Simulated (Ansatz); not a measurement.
# Two runs on TaN

System: TaN (P6/mmm, 6 atoms in the cell).
Method of run A: DFT LDA+U, scalar-relativistic, plane waves, PAW, Ueff = 4 eV on Ta atom 1 d; Ueff = 4 eV on Ta atom 2 d; Ueff = 4 eV on Ta atom 3 d, spin-polarised (Ansatz 0.2.0).

The structure derives from an entry of the Crystallography Open Database. Text and figures count atoms from 1; the logs count them from 0 in places.

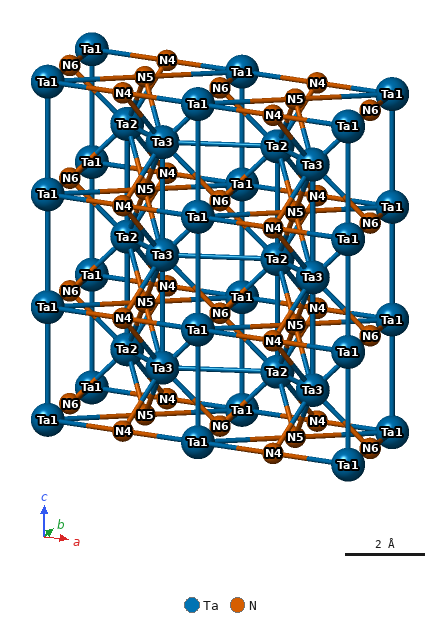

Figure 1. The structure as given in the input (ball-and-stick view of the cell of the calculation, repeated 2 × 1 × 3, seen slightly off an axis; atoms are numbered from 1 in the order of the input).

## Input file, run A
```yaml
crystal:
  lattice:
    - [5.1850002, 0.0, 0.0]
    - [-2.5925001, 4.49034189, 0.0]
    - [0.0, 0.0, 2.90800053]
  atoms:
    - { symbol: Ta, position: [0.0, 0.0, 0.0], spin: 2.0 }
    - { symbol: Ta, position: [0.3333333333, 0.6666666667, 0.5], spin: 2.0 }
    - { symbol: Ta, position: [0.6666666667, 0.3333333333, 0.5], spin: 2.0 }
    - { symbol: "N", position: [0.5, 0.0, 0.0] }
    - { symbol: "N", position: [0.5, 0.5, 0.0] }
    - { symbol: "N", position: [0.0, 0.5, 0.0] }
basis:
  ecutwfc: 420
  ecutrho_ratio: 4
kpoints:
  mp_grid: { grid: [4, 4, 7] }
hamiltonian:
  xc: lda
  hubbard:
    sites:
      - { site: 0, l: d, u_eff: 4.0 }
      - { site: 1, l: d, u_eff: 4.0 }
      - { site: 2, l: d, u_eff: 4.0 }
scf:
  occupations: { method: gaussian, width: 0.05 }
  lower_state_search: "off"
  max_iter: 150
output:
  forces: true
  stress: true
  eigenvalues: true
  populations: true
  hubbard: { sites: [{ site: 0, l: d }, { site: 1, l: d }, { site: 2, l: d }] }
magnetization:
  spin_polarized: true
```

Command:
```bash
ansatz run input.yaml --threads 4 --pin off --max-ram 6144MiB --backend cpu --events-out ev --progress --plain --runs-dir out
```

Hardware: 4 threads of Arm Neoverse N1, 24 GiB of memory available, shared host.

## Output, shortened to warnings, some set-up lines, iterations and results (run A)
```
WARN: the starting moments were not kept: the SCF closed with an absolute magnetisation of 1.5e-5 μB, where they sum to 6 μB in size (3 sites). That is at most 0.1 of that sum. Measured as dr2_m measures the in/out step, that magnetisation stands 1.4e-11 eV from none, at or under the dr2_threshold of 1.0e-7 eV: it is no larger than a step whose dr2_m would equal this threshold. The system may …
Basis set: ecut = 420 eV, 1287 PW (Γ)
Symmetry: 24 space group operations
k-points: 16 of 112
Initial density: superposition of atomic densities (chi_scale 0.1, normalization cell, long waves kept (reshape's long-wave potential 0.02 eV rms))
[...]
SCF iter   1: F=—  HF=-30159.728782 eV  |F-HF|=—  |Δ(HF+E_count)|=         —  Δρ=8.60e-2 (↑8.60e-2 ↓8.19e-2)  dr2=6.17e0  dr2_m=3.19e0  M=1.270 μB ∫|m|=2.155 μB  β_m=0.30  …
SCF iter   2: F=—  HF=-30159.886036 eV  |F-HF|=—  |Δ(HF+E_count)|=   1.57e-1  Δρ=5.86e-2 (↑5.86e-2 ↓5.63e-2)  dr2=1.93e0  dr2_m=1.65e0  M=1.120 μB ∫|m|=1.931 μB  β_m=0.30  …
SCF iter   3: F=—  HF=-30160.190043 eV  |F-HF|=—  |Δ(HF+E_count)|=   3.04e-1  Δρ=4.01e-2 (↑3.85e-2 ↓4.01e-2)  dr2=2.62e-1  dr2_m=8.70e-1  M=0.951 μB ∫|m|=1.680 μB  β_m=0.30  …
SCF iter   4: F=—  HF=-30160.555050 eV  |F-HF|=—  |Δ(HF+E_count)|=   3.65e-1  Δρ=2.81e-2 (↑2.75e-2 ↓2.81e-2)  dr2=6.36e-2  dr2_m=4.62e-1  M=0.900 μB ∫|m|=1.508 μB  β_m=0.30  …
SCF iter   5: F=—  HF=-30160.775268 eV  |F-HF|=—  |Δ(HF+E_count)|=   2.20e-1  Δρ=2.12e-2 (↑2.09e-2 ↓2.12e-2)  dr2=1.25e-2  dr2_m=2.73e-1  M=0.707 μB ∫|m|=1.243 μB  β_m=0.30  …
[... 8 lines ...]
SCF iter  14: F=—  HF=-30161.230487 eV  |F-HF|=—  |Δ(HF+E_count)|=   2.61e-6  Δρ=1.04e-4 (↑1.04e-4 ↓6.61e-5)  dr2=4.78e-6  dr2_m=4.32e-6  M=0.002 μB ∫|m|=0.008 μB  β_m=0.94  …
SCF iter  15: F=—  HF=-30161.230504 eV  |F-HF|=—  |Δ(HF+E_count)|=   1.73e-5  Δρ=2.19e-5 (↑2.19e-5 ↓9.88e-6)  dr2=7.07e-7  dr2_m=1.15e-7  M=0.000 μB ∫|m|=0.001 μB  β_m=0.97  …
SCF iter  16: F=-30161.230505 eV  HF=-30161.230505 eV  |F-HF|=3.27e-9  |Δ(HF+E_count)|=   3.06e-7  Δρ=2.35e-6 (↑1.78e-6 ↓2.35e-6)  dr2=9.71e-9  dr2_m=1.12e-9  M=-0.000 μB …
SCF iter  17: F=-30161.230505 eV  HF=-30161.230505 eV  |F-HF|=8.73e-11  |Δ(HF+E_count)|=   3.02e-9  Δρ=4.61e-7 (↑4.61e-7 ↓2.86e-7)  dr2=1.79e-10  dr2_m=3.24e-11  M=-0.000 μB …
SCF 1 converged in 17 iterations: F = -30161.230505 eV  dr2 = 1.79e-10
SCF converged after 17 iterations
Magnetization: -0.0000 μB (27.0000 up, 27.0000 down)
Absolute magnetization: 0.0000 μB (∫|ρ↑−ρ↓|, with the PAW one-centre terms)
Spin contamination: 0.0000 ħ² per cell (⟨S²⟩ above its minimum at these occupations)
Per-site moments (μB) at R_I (Å): [(-1.6696054079596382e-6, 1.0694062910323965), (-1.3351900981321636e-6, 0.8607787870202446), (-1.3351900981242936e-6, 0.8607787870202446), (7.416530985892334e-7, 0.8607787870202446), (7.416530984981309e-7, 0.8607787870202448), (7.416530985992809e-7, …
Free energy (F): -30161.230505 eV
Harris-Foulkes:  -30161.230505 eV  (|F-HF|=8.73e-11)
Internal energy: -30161.229343 eV  (E = F + TS)
E sigma→0 (E₀):  -30161.229924 eV
Entropy (-TS):   -0.001162 eV (-0.194 meV/atom)
Fermi energy:    19.649436 eV
--- Per-component energies (eV) ---
  E_band       = -224.911981
  E_kinetic    = 1498.761155
  E_local      = -2081.166095  (includes V_loc(G=0)·N_el)
  E_nonlocal   = 201.189178
  E_hartree    = 705.532729
  E_xc         = -832.348980
  E_vxc        = -844.678657  (∫ρ·V_xc dr)
  E_hubbard    = 13.687530  (on-site DFT+U / exact-exchange correction)
  E_vhub       = 5.467439  (the Hubbard potential's part of the band-sum identity)
  E_paw        = -24801.702474  (= ΣΔE_a)
  E_vpaw       = -415.551356  (= ΣTr[D̂ρ^β])
  E_aug_tail   = 0.000847  (compensation charges beyond the density's cutoff)
  E_ewald      = -4866.200074
  E_core_change = 1.016840  (= ΣΔE_core)
  E_smearing   = -0.001162  (= −TS)
  E_closure    = -0.000000  (closes the sum)
  Σ components = -30161.230505   (vs F -30161.230505, Δ=0.00e0)
--- Forces (eV/Å), atoms counted from 1 ---
  atom   1  Ta     0.00000000     0.00000000     0.00000000
  atom   2  Ta    -0.00000000    -0.00000000     0.00000000
  atom   3  Ta    -0.00000000     0.00000000     0.00000000
  atom   4  N      0.00000000     0.00000000     0.00000000
  atom   5  N     -0.00000000    -0.00000000     0.00000000
  atom   6  N      0.00000000    -0.00000000     0.00000000
  max |Σ_I F_I| component: 2.78e-17 eV/Å
--- Stress (GPa, compression-positive) ---
        0.484204      -0.000000       0.000000
       -0.000000       0.484204       0.000000
        0.000000       0.000000      -4.684201
  P = ⅓ Tr σ = -1.2386 GPa (-12.386 kbar)
Occupation matrices written to [file]
--- Löwdin populations: 6 sites ---
  site symbol       q [e]    m [muB]
     0     Ta     12.4662    -0.0000
     1     Ta     12.0389    -0.0000
     2     Ta     12.0389    -0.0000
     3      N      5.7166     0.0000
     4      N      5.7166     0.0000
     5      N      5.7166     0.0000
  spilling = 0.005672 (of n_electrons = 54.000000)
[...]
```

Run B used a changed input.

## The two runs side by side

| quantity | run A | run B |
| --- | --- | --- |
| outcome | converged | converged |
| free energy per atom (eV) | −5026.8718 | −5024.3952 |
| energy per atom, smearing taken to zero (eV) | −5026.8717 | −5024.3949 |
| gap on the mesh (eV) | 0.00 | 0.00 |
| net moment of the cell (μB) | 0.00 | 3.79 |
| absolute moment of the cell (μB) | 0.00 | 8.65 |
| pressure (GPa) | −1.24 | 31.70 |
| largest force (eV/Å) | 0.000 | 1.617 |
| SCF iterations | 17 | – |
| irreducible k-points | 16 | 16 |
| plane waves at Γ | 1287 | 1287 |
| wall time (shared host) | 5.1 s | 20 s |

What was changed in the input?

The change (lines with − go, lines with + come):
```diff
-    - { symbol: Ta, position: [0.3333333333, 0.6666666667, 0.5], spin: 2.0 }
+    - { symbol: Ta, position: [0.3333333333, 0.6666666667, 0.5], spin: -1.0 }
+  spin_locking: { lock_spins: true }
```

The total moment is fixed by the input in run B, so the state need not be the lowest. With the same functional and potentials, run B lies 2476.5 meV per atom higher. The net moment of the cell goes from 0.00 to 3.79 μB. The pressure goes from −1.24 to 31.70 GPa. The largest force goes from 0.000 to 1.617 eV/Å. On the same kind of shared host run B took about 3.9 times as long.

## Output, shortened to warnings, some set-up lines, iterations and results (run B)
```
Warning: output.stress: scf.convergence.dr2_threshold = 1e-7 eV (the SCF's general default) is looser than the 6e-10 eV advised for a printed stress (1e-10 eV for each atom of the cell: 6). What an SCF threshold leaves in a stress goes as its square root, and in the free energy as the threshold itself, and one threshold admits the most on a small cell: of the crystals measured, under no hybrid …
Warning: output.stress: the lock of the moments that magnetization.spin_locking holds to the close lets an SCF meet its threshold on dr2 anywhere within the lock's freeze window, and the stress can move with the moments there: no threshold on dr2 bounds that. The window is the square root of the freeze energy over magnetization.spin_locking.lambda. Set magnetization.spin_locking.freeze_energy_tol …
Basis set: ecut = 420 eV, 1287 PW (Γ)
Symmetry: 12 space group operations
k-points: 16 of 112 (time reversal used)
Initial density: superposition of atomic densities (chi_scale 0.1, normalization cell, long waves kept (reshape's long-wave potential 0.02 eV rms))
[...]
SCF iter   1: F=-30154.929788 eV  HF=-30158.489871 eV  |F-HF|=3.56e0  |Δ(HF+E_count)|=         —  Δρ=6.64e-2 (↑6.16e-2 ↓6.64e-2)  dr2=5.87e0  dr2_m=1.46e0  M=1.550 μB …
SCF iter   2: F=-30157.452756 eV  HF=-30158.131511 eV  |F-HF|=6.79e-1  |Δ(HF+E_count)|=   3.58e-1  Δρ=4.14e-2 (↑3.82e-2 ↓4.14e-2)  dr2=1.73e0  dr2_m=6.40e-1  M=1.590 μB …
SCF iter   3: F=-30159.284491 eV  HF=-30159.264373 eV  |F-HF|=2.01e-2  |Δ(HF+E_count)|=    1.13e0  Δρ=1.07e-2 (↑1.07e-2 ↓9.81e-3)  dr2=1.02e-1  dr2_m=3.66e-2  M=1.817 μB …
SCF iter   4: F=-30159.400458 eV  HF=-30159.388924 eV  |F-HF|=1.15e-2  |Δ(HF+E_count)|=   1.25e-1  Δρ=5.27e-3 (↑5.27e-3 ↓3.68e-3)  dr2=1.58e-2  dr2_m=8.44e-3  M=1.979 μB …
SCF iter   5: F=-30159.280100 eV  HF=-30159.287637 eV  |F-HF|=7.54e-3  |Δ(HF+E_count)|=   1.01e-1  Δρ=3.22e-3 (↑3.22e-3 ↓1.27e-3)  dr2=1.71e-2  dr2_m=1.75e-3  M=1.969 μB …
[... 41 lines ...]
SCF iter  47: F=-30146.368031 eV  HF=-30146.368032 eV  |F-HF|=1.05e-6  |Δ(HF+E_count)|=   5.13e-3  Δρ=5.53e-5 (↑5.53e-5 ↓2.60e-5)  dr2=2.99e-6  dr2_m=6.35e-7  M=3.790 μB …
SCF iter  48: F=-30146.370757 eV  HF=-30146.370758 eV  |F-HF|=6.67e-7  |Δ(HF+E_count)|=   2.73e-3  Δρ=2.48e-5 (↑2.48e-5 ↓1.94e-5)  dr2=9.96e-7  dr2_m=1.69e-7  M=3.789 μB …
SCF iter  49: F=-30146.371341 eV  HF=-30146.371341 eV  |F-HF|=2.56e-8  |Δ(HF+E_count)|=   5.83e-4  Δρ=7.78e-6 (↑7.78e-6 ↓6.06e-6)  dr2=6.21e-8  dr2_m=1.91e-8  M=3.789 μB …
SCF iter  50: F=-30146.371260 eV  HF=-30146.371260 eV  |F-HF|=5.33e-9  |Δ(HF+E_count)|=   8.06e-5  Δρ=2.73e-6 (↑2.73e-6 ↓1.24e-6)  dr2=8.94e-9  dr2_m=1.55e-9  M=3.789 μB …
SCF 1 converged in 50 iterations: F = -30146.371260 eV  dr2 = 8.94e-9
this state was not tested for a lower state beside it, because a magnetisation constraint still acts at the end of the SCF (magnetization_constraint; see scf.lower_state_search)
SCF converged after 50 iterations
Magnetization: 3.7894 μB (28.8947 up, 25.1053 down)
Absolute magnetization: 8.6511 μB (∫|ρ↑−ρ↓|, with the PAW one-centre terms)
Spin contamination: 2.1030 ħ² per cell (⟨S²⟩ above its minimum at these occupations)
Per-site moments (μB) at R_I (Å): [(2.0012527872469414, 1.0694062910323965), (-0.9951286694426346, 0.8607787870202446), (1.9909484903353338, 0.8607787870202446), (-0.19370681452096106, 0.8607787870202446), (-0.19370681452096108, 0.8607787870202448), (-0.19370681452096075, 0.8607787870202446)]
--- Magnetisation constraints (ε_frz = 1.0e-4 eV) ---
  site  kind      target   achieved (μB)  |Δ|max (μB)  g (eV/μB)  λ_eff  esc  ok   flags
  0     per_site  +2.0000  +2.0013        1.25e-3      -2.78e0    1.000  0    yes
  1     per_site  -1.0000  -0.9951        4.87e-3      +4.89e0    1.000  0    yes
  2     per_site  +2.0000  +1.9909        9.05e-3      -1.26e1    1.000  0    yes
Free energy (F): -30146.371260 eV
Harris-Foulkes:  -30146.371260 eV  (|F-HF|=5.33e-9)
Internal energy: -30146.367199 eV  (E = F + TS)
E sigma→0 (E₀):  -30146.369230 eV
Entropy (-TS):   -0.004061 eV (-0.677 meV/atom)
Fermi energy:    17.944601 eV
--- Per-component energies (eV) ---
  E_band       = -201.761209
  E_kinetic    = 1547.850815
  E_local      = -2158.518104  (includes V_loc(G=0)·N_el)
  E_nonlocal   = 212.383727
  E_hartree    = 755.159945
  E_xc         = -839.868336
  E_vxc        = -854.365654  (∫ρ·V_xc dr)
  E_hubbard    = 9.371146  (on-site DFT+U / exact-exchange correction)
  E_vhub       = -4.544267  (the Hubbard potential's part of the band-sum identity)
  E_paw        = -24807.563755  (= ΣΔE_a)
  E_vpaw       = -419.468517  (= ΣTr[D̂ρ^β])
  E_aug_tail   = 0.000860  (compensation charges beyond the density's cutoff)
  E_constr_dc  = -35.418866  (∫m·b dr)
  E_ewald      = -4866.200074
  E_core_change = 1.016840  (= ΣΔE_core)
  E_smearing   = -0.004061  (= −TS)
  E_closure    = -0.000262  (closes the sum)
  E_penalty    = 0.134123  (constraint; not in F)
  Σ components = -30146.371260   (vs F -30146.371260, Δ=0.00e0)
--- Forces (eV/Å), atoms counted from 1 ---
  atom   1  Ta     0.00000000    -0.00000000     0.00000000
  atom   2  Ta     0.00000000    -0.00000000     0.00000000
  atom   3  Ta    -0.00000000     0.00000000     0.00000000
  atom   4  N      0.00000000    -1.61658982     0.00000000
  atom   5  N     -1.40000785     0.80829491     0.00000000
  atom   6  N      1.40000785     0.80829491     0.00000000
  max |Σ_I F_I| component: 1.11e-16 eV/Å
[...]
```

For both runs: Spin–orbit coupling is left out, which matters for Ta. For run A: Warnings: some starting moments were not kept. For run B: Warnings: the state was not tested for a lower one; the SCF threshold is looser than advised for the printed stress.
